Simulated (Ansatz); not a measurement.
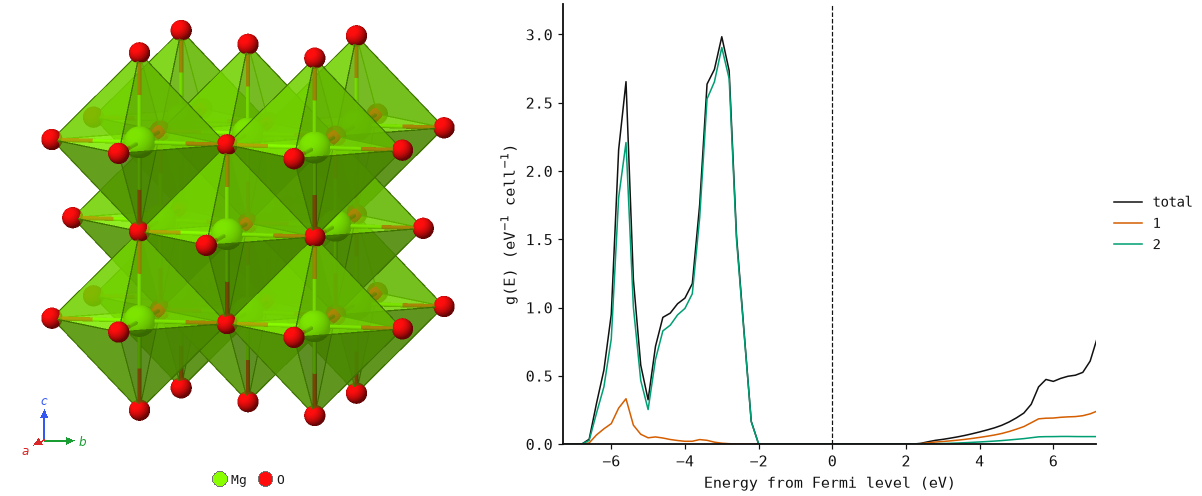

Density of states, beside the structure. Energies are counted from the Fermi level. The partial curves are projected on atomic shells; they sum to less than the total at higher energies, where shells without a projector contribute.

System: MgO, space group Fm-3m, 2 atoms in the cell; a = 3.02 Å, b = 3.02 Å, c = 3.02 Å, α = 60.00°, β = 60.00°, γ = 60.00°.

Method: DFT, PBE, all-electron LAPW, scalar-relativistic, no spin polarisation, 11×11×11 k mesh (Ansatz 0.2.0).

Question: The numbered curves are projections. Which is which? The candidates: Mg 3s, O 2p.

Answer: 1 is Mg 3s; 2 is O 2p.

Question: Is there a gap at the Fermi level, and how wide?

Answer: There is a gap; over the k points computed it is 4.35 eV.
